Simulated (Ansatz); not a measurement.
**SnS₃: density, localisation and related maps**

```xyz
4
Lattice="3.3623 0.0000 0.0000 0.0000 3.3623 0.0000 0.0000 0.0000 6.6382" Properties=species:S:1:pos:R:3 pbc="T T T"
Sn    0.0000    0.0000    0.0000
S     1.6811    1.6811    1.6616
S     1.6811    1.6811    4.9766
S     0.0000    0.0000    3.3191
```

Space group P4/mmm; a structure generated by program, which may or may not match a known phase.

Theory: DFT PBE, scalar-relativistic, plane waves, PAW (Ansatz 0.2.0).

The density is the valence pseudo-density of a PAW calculation; it isn't the true density close to the nuclei.

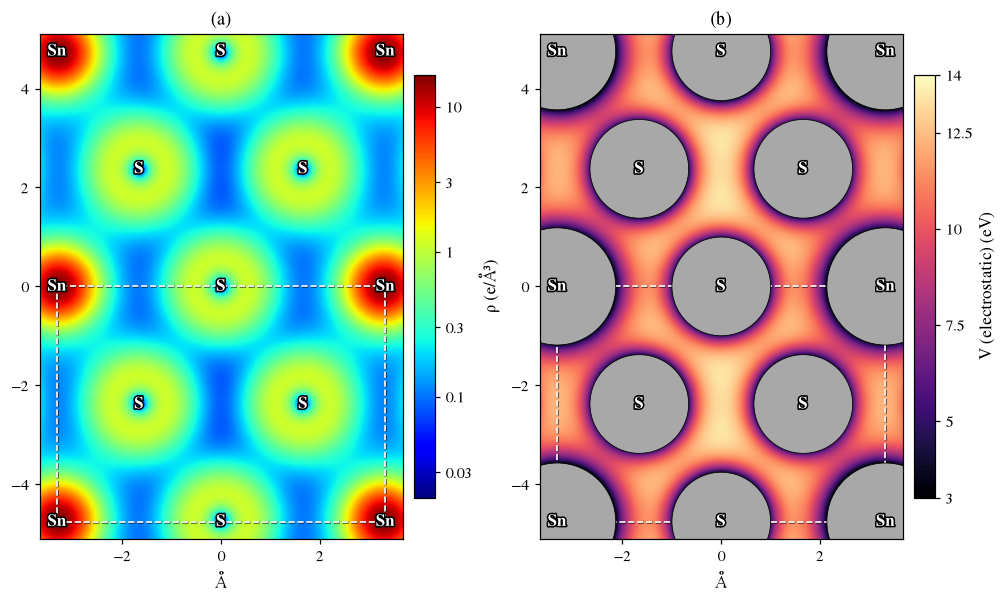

Figure 1. (a) valence electron density; (b) electrostatic potential energy of an electron on the (110) plane of the conventional cell. Grey discs cover the atomic cores in the potential map.

### Interpret the plot.

- Atoms in the plane: Sn and S.
- Sn–S (2.90 Å): the density is about 0.24 e/Å³ at the midpoint.
- Between the atoms the lowest density in this plane is 0.08 e/Å³.
- Outside the cores the potential energy rises away from the atoms and is highest about 1.7 Å from the nearest atoms; its zero is arbitrary.

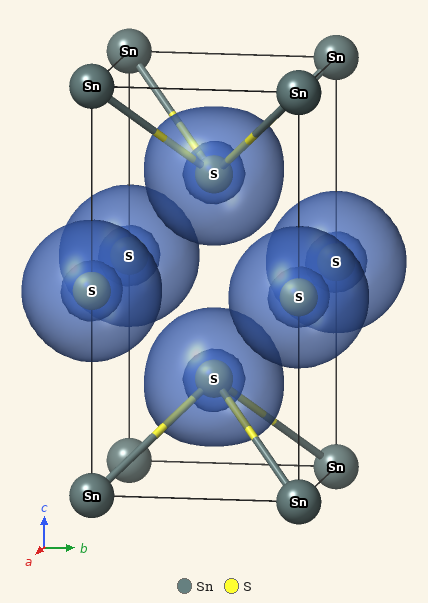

Figure 2. Isosurface of the ELF at 0.65 (blue), seen slightly off an axis. Only the valence region is drawn (cores and ρ < 0.01 e/Å³ removed). Sticks mark near contacts.

### Identify the bonds, lone pairs and shells in this picture.

The surface consists of three regions wrapped around S (the valence shell of each), counted in one cell of 4 atoms. Any copies at cell faces, edges or corners count once. Along the contacts the grid gives the following. Sn–S (2.90 Å): the ELF peaks at about 0.85 in the valence shell of S, 0.8 Å from its nucleus, and drops to about 0.25 between the two atoms.

### Metal or insulator at this level of theory?

It is metallic or semimetallic at this level of theory: no gap opens.
